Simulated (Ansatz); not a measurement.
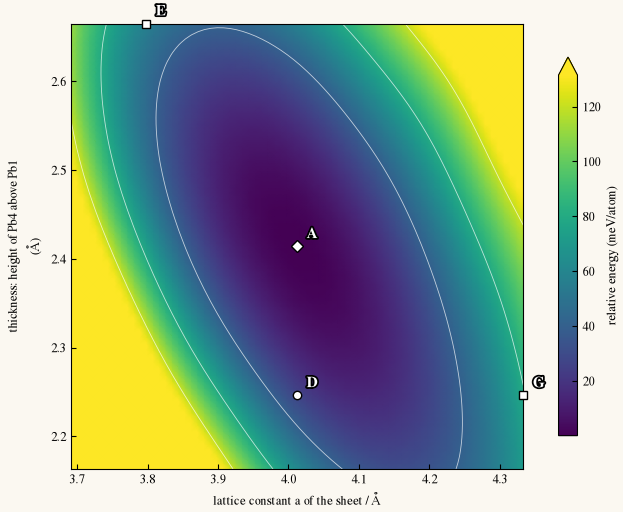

A two-dimensional sheet of PbO (4 atoms in the cell). The lattice constant and the thickness of a sheet are varied, nothing relaxed. The first coordinate is: lattice constant a of the sheet (both vectors scaled alike); the second: thickness: height of Pb4 above Pb1, all heights scaled alike. Grid: 7 × 7 points. Points are written as (first, second). Energies: meV/atom, counted from the lowest grid point. These are results of DFT PBE+D3(BJ), scalar-relativistic, plane waves, PAW (Ansatz 0.2.0), not measurements. Settings: cutoff 420 eV, k-mesh 6×6×1, gaussian smearing 0.02 eV, no spin polarisation.

In the figure: a smooth colour map with a few white contour lines, one colour for all values above the top of the scale, lettered points. Between grid points the surface is interpolated.

Is G the lowest point of the computed grid?

No. G lies 78 meV/atom above the lowest grid point, which is at (4.012 Å, 2.414 Å).

Rank the lettered points by energy, lowest first.

A (0 meV/atom), D (28 meV/atom), E (57 meV/atom), G (78 meV/atom).
